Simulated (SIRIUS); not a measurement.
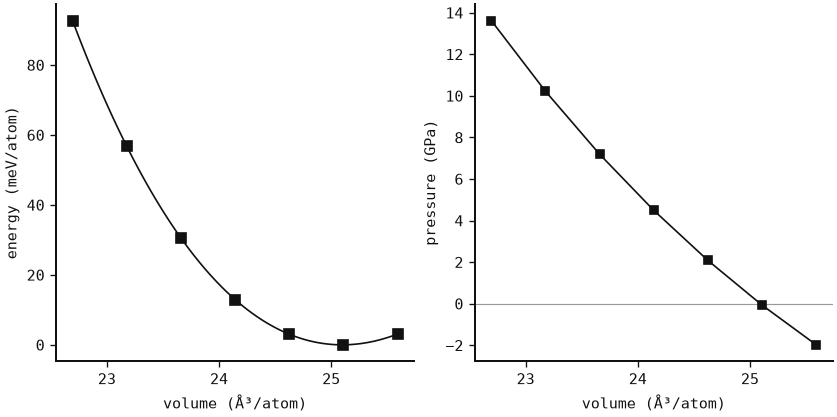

The picture above shows the energy and pressure against volume for Te₂Pt, space group P-3m1 (No. 164).

Starting cell:
```
CELL_PARAMETERS angstrom
4.01000 0.00000 0.00000
-2.00500 3.47276 0.00000
0.00000 0.00000 5.20100
ATOMIC_POSITIONS crystal
Pt 0.00000 0.00000 0.00000
Te 0.66667 0.33333 0.75000
Te 0.33333 0.66667 0.25000
```

Computed with SIRIUS 7.12.0: plane-wave DFT, no spin polarisation; energies at scaled volumes of the given cell, shape and fractions fixed, counted from the fit's minimum, third-order Birch-Murnaghan fit. Level: PBEsol.

```tsv
setting	value
k mesh	8×8×5
occupations	Fermi–Dirac
smearing width	0.05 eV
potentials	dojo sr pbesol 0.4.1 standard
wave cutoff	1152 eV
density cutoff	4606 eV
```

> What equilibrium volume and bulk modulus follow from the curve?

A third-order Birch–Murnaghan fit gives V0 = 25.10 Å³/atom, B0 = 106 GPa and B′ = 4.9.

> How does the pressure vary with volume?

It falls from 13.62 GPa at volume 22.69 Å³/atom to −1.98 GPa at 25.59 Å³/atom, and changes sign near 25.09 Å³/atom.

Limits of the calculation: spin-orbit coupling left out, heavy elements; shape and atomic fractions are frozen while scaling, which makes layered, chain and framework solids too stiff.
